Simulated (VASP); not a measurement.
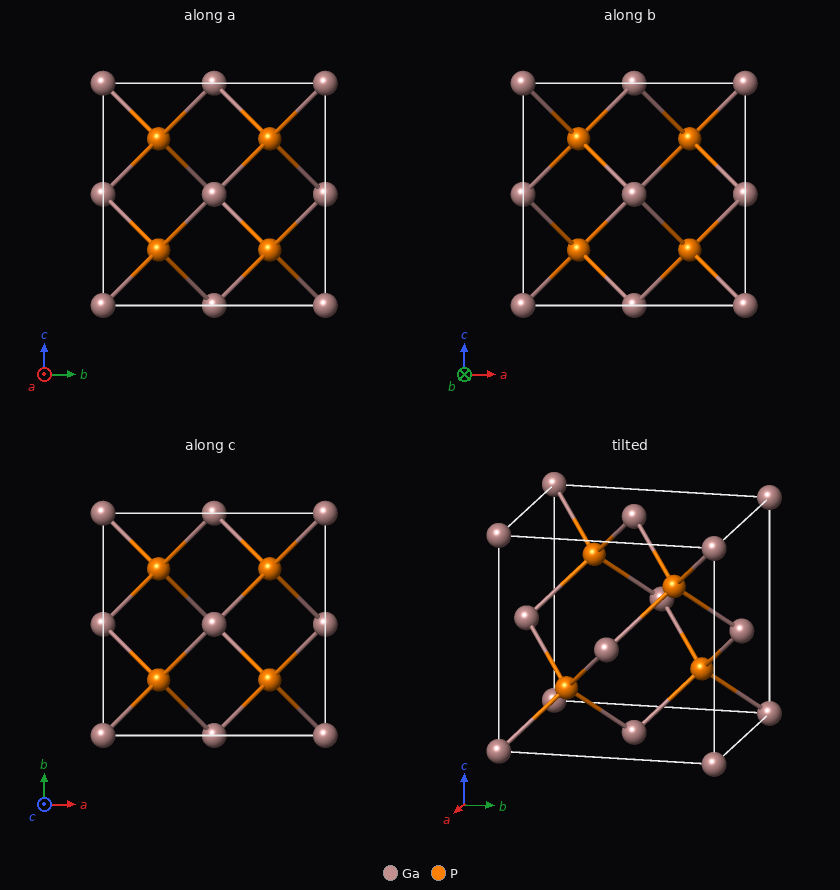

Structure drawing (ball-and-stick), viewed along the a axis, along the b axis, along the c axis and slightly off an axis. One conventional unit cell is framed, with atoms on its boundary repeated.

Lattice parameters: a = 5.369 Å, b = 5.369 Å, c = 5.369 Å, α = 90.00°, β = 90.00°, γ = 90.00°.

**Reconstruct the structure as a table of Wyckoff sites.**

Space group F-43m (No. 216).
```json
{"atom": "Ga", "site": "4a", "x": "0.0000", "y": "0.0000", "z": "0.0000"}
{"atom": "P", "site": "4d", "x": "0.2500", "y": "0.2500", "z": "0.7500"}
```

The initial geometry was a structure type filled with these elements by a generator (whether the compound takes this form wasn't checked). The cell was then strained or its atoms displaced on purpose. A calculation with VASP used it as input.

At this level of theory the cell isn't at rest (compressed, at 4 GPa), so its distances can differ from those at equilibrium, the more so the softer the solid.
